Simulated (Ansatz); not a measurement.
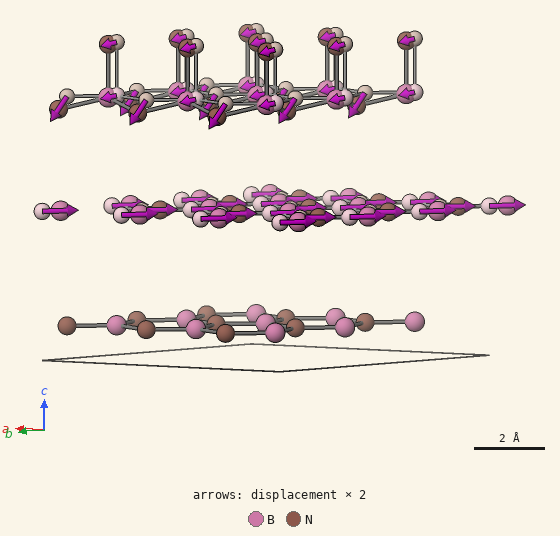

A constrained relaxation of a slab of composition B3N4 (cut from the Fmm2 phase). The starting structure is drawn faded, the final one solid; purple arrows show the displacements, 2 times their true length.

A ball-and-stick model of the 3 × 3 repeat of the cell, outlined in the plane, without the vacuum, seen from a free direction.

Case: N put at a top B site. The slab is the (0 1 0) face of BN with N on it. 2 atoms are held fixed.

The calculation used DFT PBE+D3(BJ), scalar-relativistic, plane waves, PAW in Ansatz. Set-up: plane-wave cutoff 420 eV; k-point mesh 12 × 12 × 1; occupations gaussian; smearing width 0.05 eV; collinear spin; dipole correction; atoms relaxed in a fixed cell; force threshold 0.03 eV/Å; at most 70 steps.

> What did the optimiser do to the structure, and how much energy did it gain?

The largest moves, 0.54 Å, are those of B and N atoms. Largest moves by element: N 0.54 Å, B 0.54 Å. The lattice vectors keep their values. Among the contacts that change: B–N 1.447 → 1.483 Å, B–N 1.560 → 1.546 Å. Among the angles between lasting bonds that change: N–B–N 90.0° → 102.6°, N–B–N 120.1° → 115.4°, B–N–B 120.1° → 115.4°. Over 8 geometry steps the energy falls by 0.777 eV per cell of the calculation. Largest force component: 4.7 eV/Å at the start, 0.019 eV/Å at the end. The program noted that the starting moments weren't kept. The run took 7.2 min on 1 thread of Arm Neoverse V2 (shared host), peak memory 0.51 GiB.

Limits of the set-up: the periodic images lie only 2.5 Å apart, so the values are limited by the cell's size.
